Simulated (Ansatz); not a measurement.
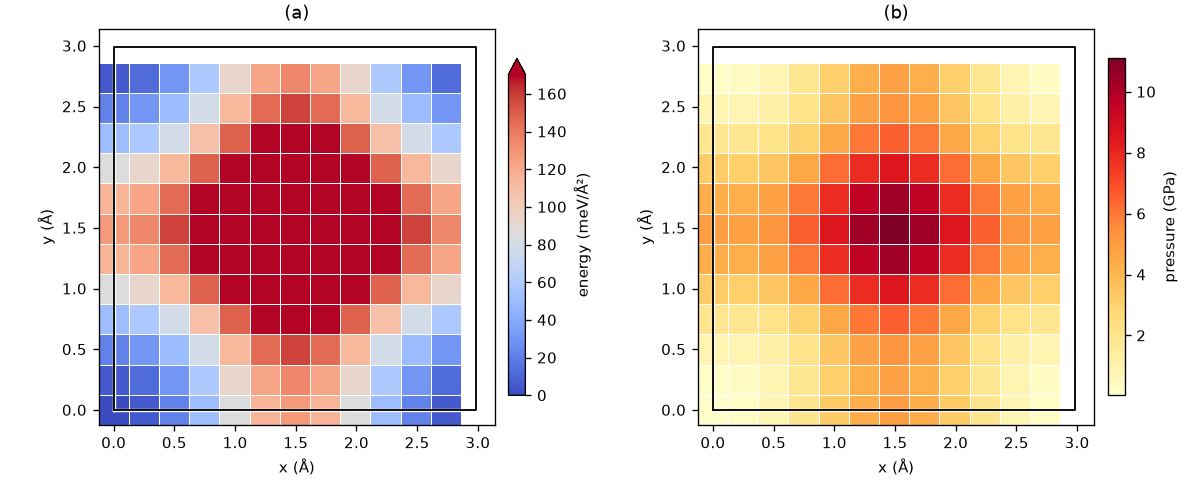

Ta (Fm-3m, No. 225; 4 atoms in the cell). Gamma surface: rigid slide across a plane, one fault a cell; the plane is (0 0 1) of the conventional cell. Places are given modulo a cell vector. The map is drawn in real space over the plane of the slide. Nothing is relaxed (rigid halves, spacing across the cut fixed). The scan uses a 12 × 12 grid; 28 points were computed and 116 follow by symmetry. Energies are in meV/Å², from the lowest grid point. The calculation used DFT PBE, scalar-relativistic, plane waves, PAW in Ansatz 0.2.0. Settings: cutoff 420 eV, k-mesh 15×15×5 in the order of the run's cell vectors, gaussian smearing 0.15 eV, no spin polarisation.

Panel (a) is the energy; panel (b) is the computed pressure, in GPa.

The picture shows one coloured cell a grid point, the outline of one cell of the plane, one colour for all values above the top of the scale.

Question: How does the pressure vary over the map, and what is it at the lowest grid point?

Answer: It runs from 0.0 GPa at (0/12, 0/12) of the cell vectors to 11.1 GPa at (6/12, 6/12) of the cell vectors. At the lowest grid point, (0/12, 0/12) of the cell vectors, it is 0.0 GPa.

PAW datasets: the set soft_1.
